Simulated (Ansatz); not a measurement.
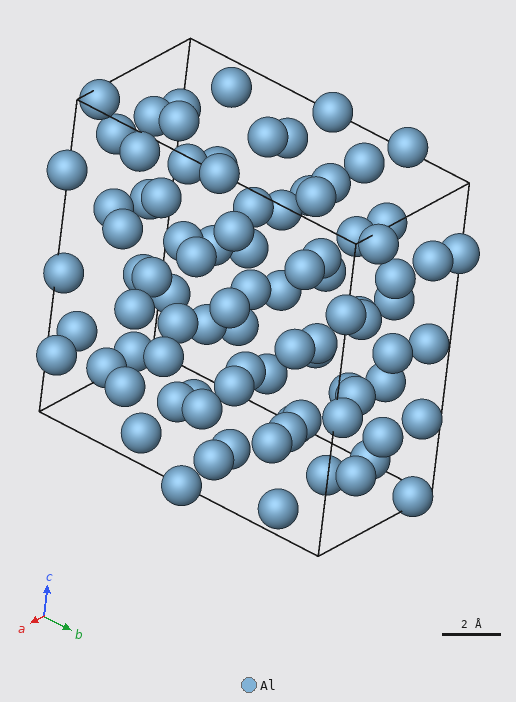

**Figure 1.** The input geometry (spheres-only view of the cell of the calculation, seen slightly off an axis). An atom can appear more than once, as a periodic image.

# Al: single-point calculation (part 1 of 2)

The run: single-point calculation of Al (defect cell, 63 atoms in the cell). Method and program: DFT PBE, scalar-relativistic, plane waves, PAW, spin-polarised (Ansatz 0.2.0).

The structure derives from a Materials Project entry.

The input:
```yaml
crystal:
  lattice:
    - [-6.364875, 6.364875, 6.364875]
    - [6.364875, -6.364875, 6.364875]
    - [6.364875, 6.364875, -6.364875]
  atoms:
    - { symbol: Al, position: [-0.0022700435, 0.0344115813, 0.1964363231] }
    - { symbol: Al, position: [-0.0328499959, 0.0139194801, 0.4441131203], spin: 0.01 }
    - { symbol: Al, position: [0.0085229309, -0.0018954562, 0.7746536044] }
    - { symbol: Al, position: [-0.0365505667, 0.2195599685, -0.0712609916], spin: 0.01 }
    - { symbol: Al, position: [-0.0130753681, 0.2739523072, 0.204503725], spin: 0.01 }
    - { symbol: Al, position: [-0.0079148212, 0.2770730561, 0.4549587614], spin: 0.01 }
    - { symbol: Al, position: [-0.0653261465, 0.1830918806, 0.6576431878] }
    - { symbol: Al, position: [-0.0071557347, 0.5073830004, -0.0031375761] }
    - { symbol: Al, position: [-0.000107516, 0.5479988036, 0.2624404485] }
    - { symbol: Al, position: [0.0528444283, 0.5703499593, 0.5283067285], spin: 0.02 }
    - { symbol: Al, position: [-0.0021182798, 0.4657083507, 0.7114876307], spin: 0.01 }
    - { symbol: Al, position: [0.0276760869, 0.7874815029, 0.021051834], spin: 0.01 }
    - { symbol: Al, position: [-0.0098983297, 0.7943753245, 0.2659364525], spin: 0.01 }
    - { symbol: Al, position: [0.0272548824, 0.8038732126, 0.539868403], spin: 0.02 }
    - { symbol: Al, position: [0.0749465716, 0.7645635424, 0.7776598492] }
    - { symbol: Al, position: [0.2417001482, 0.0235535169, 0.0536596451], spin: 0.01 }
    - { symbol: Al, position: [0.2453956973, 0.024703517, 0.303229148] }
    - { symbol: Al, position: [0.2478638409, 0.0177622425, 0.5414781434], spin: 0.01 }
    - { symbol: Al, position: [0.298612193, 0.0156914118, 0.8160758072] }
    - { symbol: Al, position: [0.2580049134, 0.2503951042, 0.0097730817] }
    - { symbol: Al, position: [0.252033102, 0.2620950521, 0.2542630229], spin: 0.02 }
    - { symbol: Al, position: [0.2452994006, 0.2505979672, 0.50068641] }
    - { symbol: Al, position: [0.2213069651, 0.2224814569, 0.7356207607], spin: 0.02 }
    - { symbol: Al, position: [0.1722586333, 0.4304823082, -0.0864240916] }
    - { symbol: Al, position: [0.2074853672, 0.4697454613, 0.1833584112] }
    - { symbol: Al, position: [0.2511827456, 0.4983058691, 0.4728509053] }
    - { symbol: Al, position: [0.2507315342, 0.4681425478, 0.7159496215], spin: 0.02 }
    - { symbol: Al, position: [0.2412042647, 0.7233788702, -0.0170268077] }
    - { symbol: Al, position: [0.2289294023, 0.7614993112, 0.2623887116], spin: 0.01 }
    - { symbol: Al, position: [0.2572886177, 0.7741262329, 0.5181685847] }
    - { symbol: Al, position: [0.3198997747, 0.7560706075, 0.7781585355] }
    - { symbol: Al, position: [0.5077743686, 0.0334102774, 0.0592911058] }
    - { symbol: Al, position: [0.4512177528, -0.0267846346, 0.2616507401] }
    - { symbol: Al, position: [0.475797869, -0.0190636078, 0.5385184314] }
    - { symbol: Al, position: [0.53904978, -0.0182126917, 0.7904885024] }
    - { symbol: Al, position: [0.5501015152, 0.3004049441, 0.0823255973] }
    - { symbol: Al, position: [0.5187957844, 0.2594822948, 0.3092596345] }
    - { symbol: Al, position: [0.5014437457, 0.2385448195, 0.5581722988] }
    - { symbol: Al, position: [0.5076641272, 0.2240437654, 0.8005593901] }
    - { symbol: Al, position: [0.4439892421, 0.4601590657, -0.0160234536], spin: 0.01 }
    - { symbol: Al, position: [0.5033821009, 0.5017432983, 0.2629484302], spin: 0.01 }
    - { symbol: Al, position: [0.5499777462, 0.5029692925, 0.5355019171], spin: 0.01 }
    - { symbol: Al, position: [0.5044969143, 0.461489779, 0.771515918], spin: 0.01 }
    - { symbol: Al, position: [0.4968225131, 0.708994901, -0.0387161672] }
    - { symbol: Al, position: [0.4194711139, 0.6794151397, 0.1742517347] }
    - { symbol: Al, position: [0.4649381289, 0.7184110346, 0.4462767477], spin: 0.02 }
    - { symbol: Al, position: [0.5521617208, 0.7282733274, 0.7406709447] }
    - { symbol: Al, position: [0.7941472166, 0.0021293479, -0.039269742], spin: 0.01 }
    - { symbol: Al, position: [0.7443204309, 0.0026526311, 0.2087471168] }
    - { symbol: Al, position: [0.6719548091, -0.0572687295, 0.4221545698] }
    - { symbol: Al, position: [0.7224475368, -0.0498337986, 0.680889034] }
    - { symbol: Al, position: [0.7612103132, 0.2671054263, 0.0084837886] }
    - { symbol: Al, position: [0.7918763911, 0.3223993122, 0.2845734061] }
    - { symbol: Al, position: [0.7341050025, 0.229588405, 0.4852077381] }
    - { symbol: Al, position: [0.7366950906, 0.2299309654, 0.7401068139] }
    - { symbol: Al, position: [0.7259322036, 0.5103842754, 0.0282899301] }
    - { symbol: Al, position: [0.7854093103, 0.5704068192, 0.3046099307], spin: 0.01 }
    - { symbol: Al, position: [0.8071577054, 0.5311181789, 0.5408312956] }
    - { symbol: Al, position: [0.7702843656, 0.5006648049, 0.7648804457] }
    - { symbol: Al, position: [0.7619587188, 0.760378835, -0.0054856815] }
    - { symbol: Al, position: [0.6909344178, 0.7337601405, 0.2138181383], spin: 0.01 }
    - { symbol: Al, position: [0.755069457, 0.7491080021, 0.4994123172] }
    - { symbol: Al, position: [0.8238081973, 0.7743540194, 0.7791471949], spin: 0.01 }
magnetization:
  spin_polarized: true
basis:
  ecutwfc: 420
  fft_grid_basis: typed
kpoints:
  mp_grid: { grid: [1, 1, 1] }
hamiltonian:
  xc: pbe
  pseudopotentials: { kind: paw }
scf:
  occupations: { method: gaussian, width: 0.05 }
  n_extra_bands: 23
output:
  forces: true
  stress: false
  eigenvalues: true
  bader: false
  write_density: false
  volumetric_format: npy
  populations: true
  band_densities:
    - { e_range: [-0.25, 0.25] }
    - { e_range: [-1.2, 0.0] }
    - { e_range: [0.0, 1.2] }
    - { e_range: [-0.87, -0.73] }
    - { e_range: [-1.65, -1.42] }
    - { e_range: [1.8, 2.13] }
  dos:
    e_range: [-30, 8]
    de: 0.02
    method: { smearing: { sigma: 0.03, scheme: gaussian } }
    projected: { site_lists: { Al: [Al] } }
checkpoint:
  read: start.run
  write: ck
  compress: false
  write_wavefunctions: false
  write_every: 100000
```

Launch command:
```bash
ansatz run input.yaml --threads 4 --pin off --max-ram 10240MiB --backend cpu --events-out ev --progress --plain --runs-dir out
```

The program's output:
```
Warning: the band count 118 (scf.n_extra_bands) hosts the net moment |M| = 0.3000 μB (N_el = 189) but caps the reachable moment at 2·n_bands − N_el = 47.0000 μB, below the 158 bands that the automatic rule leaves for it — a moment growing past the seed, or the majority channel's smearing tail, pins there with fewer empty majority states than that count leaves; raise or omit scf.n_extra_bands unless the cap is intended
Warning: checkpoint.read: spin seed differs: saved fecc1ba58c8c…, current 9eaaf4afed01…; the loaded state replaces the seed-built initial guess (but the starting_ns of a DFT+U solve that opens without the state's occupation matrices), so the run may converge into the producing seed's basin, or, where the symmetry group that follows from this deck's starting moments and starting_ns does not hold the saved magnetisation, lose that magnetisation at its first build. Where atoms have moved since the state was saved, this difference can also decide whether moments are moved with them. A self-consistent run of this deck without the state starts from its starting moments and, under a DFT+U term, its starting_ns
scf.n_extra_bands = 23 over 95 filled bands (N_el = 189.0): the run solves 118 bands
Engine: ansatz 0.2.0, aarch64-unknown-linux-gnu
Pseudopotentials: kind: paw
Pseudopotential: Al, paw, valence charge 3, recommended cutoff 420 eV (normal), Al.paw.azcp
Functional definition: PBE
  parameter kappa = 0.804
  parameter beta = 0.06672455060314922
  exchange = pbe_x(kappa = kappa, mu = beta*pi^2/3)
  correlation = pbe_c(beta = beta)
Crystal: 63 atoms, lattice volume = 1031.406 Å³
Basis set: ecut = 420 eV, 20209 PW (Γ), exchange–correlation on 150×150×150 points (8 copies of the dense FFT grid, shifted against one another)
Bands: 118, of which v1, the nominal top of the filled ones, is band 95 counted from 1 (94 counted from 0)
Symmetry: 1 space group operations
Space group: P1 (ITA 1), of the structure as read, at distance tolerance 1.0e-4 Å
Magnetic group: BNS 1.1 (UNI 1), of the structure as read, at distance tolerance 1.0e-4 Å
k-points: 1
Non-local potential: Al, projectors of the file, l = 0: 2, l = 1: 2, l = 2: 1
PAW form: soft (Blöchl's): semilocal exchange-correlation on the pseudo side does not see the compensation charge
PAW one-centre angular grid: Al, 110 points (default); XC on 64 Gauss nodes
Initial density: read from a saved state, or passed on in memory by an earlier SCF of this step, an earlier step, the calling program or the single point that the run made first
Stability of the state it starts from, as read at its close in the collinear treatment: not read negative (Ritz values of 1 − χ₀K, real part plus size of imaginary part, from 0.19 to 0.24, by its mixing steps under no symmetry); its run was given moments
Starting moments: Σ|m| = 0.3 μB on 24 of 63 sites; this step starts from the density that it was given
Initial wavefunctions: pseudopotential atomic-orbital guess
Functional: x = pbe(κ = 0.804, μ = 0.2195149727645171), c = pbe(β = 0.06672455060314922)
iter 1 solved again at ethr=8.00e-7 eV; its pass at ethr=3.10e-3 eV (dr2=1.51e-3 eV) is discarded
SCF iter   1: F=—  HF=-33848.944724 eV  |F-HF|=—  |Δ(HF+E_count)|=         —  Δρ=3.47e-6 (↑3.47e-6 ↓2.89e-6)  dr2=1.00e-6  dr2_m=1.00e-8  M=0.792 μB ∫|m|=0.974 μB  β_m=0.30  ethr=8.00e-7  ⟨swp⟩=6.0  Hψ=1951  notcnv=0
eigensolver tolerance schedule: the retry pair's looser diagonalisation over-reported the residual by 1510.20 of it (diagonalisation noise at 0.64 of the residual, at the tolerance the schedule requests for it); recorded, not acted on — ethr = c·dr2/N_el stays at c = 1.0e-1
preconditioner: auto → Resta (q_TF=auto, 2.056 Å⁻¹)  ε∞=9.5  [insulator: Δε(μ)=0.088 eV  Ē_g=5.453 eV  σ=0.050 eV  W_gap=0.78  n_scr=140 (ndim 8)  ℏωp=15.9 eV  f_vac=0.000  D(μ)=11.54/eV (n_scr^D=54)  ε∞_Penn≈9.5]
spin=Collinear: Resta preconditioning applied to the charge; magnetization (m = ρ↑ − ρ↓) channel mixes plain (no charge-response kernel on spin).
SCF iter   2: F=—  HF=-33848.944913 eV  |F-HF|=—  |Δ(HF+E_count)|=   1.89e-4  Δρ=1.06e-6 (↑1.06e-6 ↓9.63e-7)  dr2=2.23e-7  dr2_m=4.65e-10  M=0.792 μB ∫|m|=0.974 μB  β_m=0.26  ethr=5.30e-10  ⟨swp⟩=4.0  Hψ=557  notcnv=0
SCF iter   3: F=—  HF=-33848.944913 eV  |F-HF|=—  |Δ(HF+E_count)|=   1.23e-8  Δρ=7.75e-7 (↑7.75e-7 ↓6.94e-7)  dr2=8.61e-8  dr2_m=3.26e-10  M=0.792 μB ∫|m|=0.974 μB  β_m=0.25  ethr=5.29e-11  ⟨swp⟩=7.0  Hψ=661  notcnv=0
SCF iter   4: F=—  HF=-33848.944913 eV  |F-HF|=—  |Δ(HF+E_count)|=   8.49e-9  Δρ=5.09e-7 (↑5.09e-7 ↓4.51e-7)  dr2=2.43e-8  dr2_m=1.96e-10  M=0.792 μB ∫|m|=0.974 μB  β_m=0.37  ethr=4.56e-11  ⟨swp⟩=3.0  Hψ=450  notcnv=0
SCF iter   5: F=-33848.944913 eV  HF=-33848.944913 eV  |F-HF|=8.64e-9  |Δ(HF+E_count)|=   2.20e-9  Δρ=3.75e-7 (↑3.75e-7 ↓3.27e-7)  dr2=1.24e-8  dr2_m=1.14e-10  M=0.792 μB ∫|m|=0.974 μB  ethr=1.28e-11  ⟨swp⟩=2.0  Hψ=323  notcnv=0
SCF 1 converged in 5 iterations: F = -33848.944913 eV  dr2 = 1.24e-8
  greatest PAW one-centre occupation: 0.458 electrons in one spin orbital (limit 2), on the Al atom at site 26 (counted from 0), in its partial waves of l = 0
```

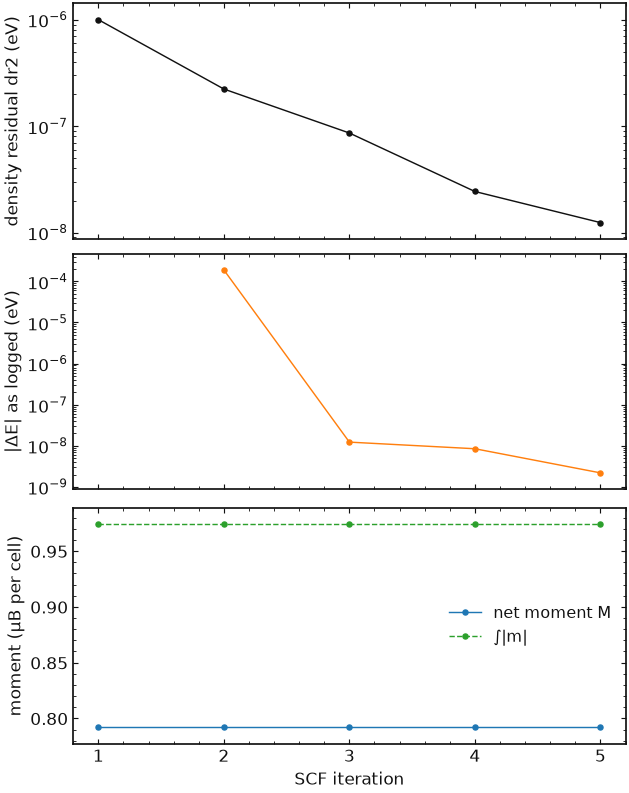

**Figure 2.** Convergence of the self-consistent field: density residual dr2, size of the energy change and magnetic moment against the SCF iteration. The residual falls at every step. The net moment stays at 0.8 μB per cell.

```
NSCF: frozen V_eff on 1 k-points
NSCF: frozen V_eff on 1 k-points
SCF converged after 5 iterations
Magnetization: 0.7920 μB (94.8960 up, 94.1040 down)
Absolute magnetization: 0.9832 μB (∫|ρ↑−ρ↓|, with the PAW one-centre terms)
Spin contamination: 0.0027 ħ² per cell (⟨S²⟩ above its minimum at these occupations)
```
